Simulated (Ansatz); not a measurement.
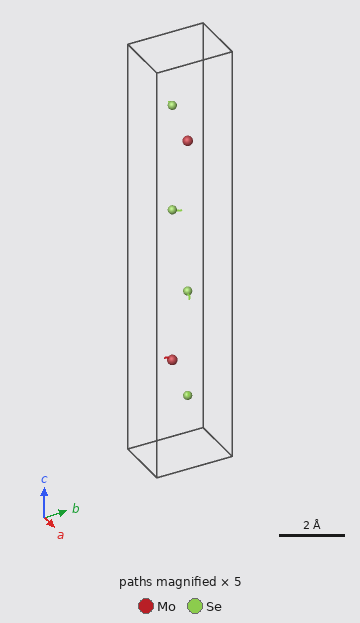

Molecular dynamics of a 6-atom cell of MoSe2, 30 fs long. Lines trace each atom's path, in the colour of its element; spheres stand at the starting positions. The excursions are magnified 5 times. Seen slightly off an axis in the reduced simulation cell.

The calculation used Ansatz, DFT, PAW plane waves, PBE. Settings: plane-wave cutoff 420 eV; k-point mesh 5 × 5 × 2; Fermi-Dirac smearing 0.05 eV; Langevin thermostat (NVT); set temperature 300 K; time step 1 fs.

Input
```yaml
crystal:
  lattice:
    - [1.663318, 2.880951, 0.0]
    - [-1.663318, 2.880951, 0.0]
    - [0.0, 0.0, 12.989721]
  atoms:
    - { symbol: Mo, position: [0.3333, 0.3334, 0.25] }
    - { symbol: Mo, position: [0.6666, 0.6667, 0.75] }
    - { symbol: Se, position: [0.3333, 0.3334, 0.621] }
    - { symbol: Se, position: [0.6666, 0.6667, 0.121] }
    - { symbol: Se, position: [0.3333, 0.3334, 0.879] }
    - { symbol: Se, position: [0.6667, 0.6667, 0.379] }
kpoints:
  mp_grid: { grid: [5, 5, 2] }
magnetization:
  spin_polarized: false
scf:
  occupations: { method: fermi_dirac, width: 0.05 }
hamiltonian:
  pseudopotentials: { kind: paw }
  xc: pbe
basis:
  ecutwfc: 420
md:
  timestep: 1.0
  n_steps: 30
  ensemble: nvt_langevin
  temperature: 300.0
  initial_velocities: maxwell_boltzmann
  seed: 534262
```

Launched with:
```bash
ansatz run input.yaml --threads 2 --pin off --max-ram 2560MiB --backend cpu --events-out ev --progress --plain --runs-dir out
```

### What do the traces tell about the motion?

Root-mean-square distances from the starting positions over the second half, with the common drift of all atoms taken out: Se 0.06 Å, Mo 0.05 Å. The run lasts only 30 fs, too short to tell vibration from diffusion.

Cost: 4.8 min on 2 threads of Arm Neoverse N1, on a shared host, peak memory 0.57 GiB.
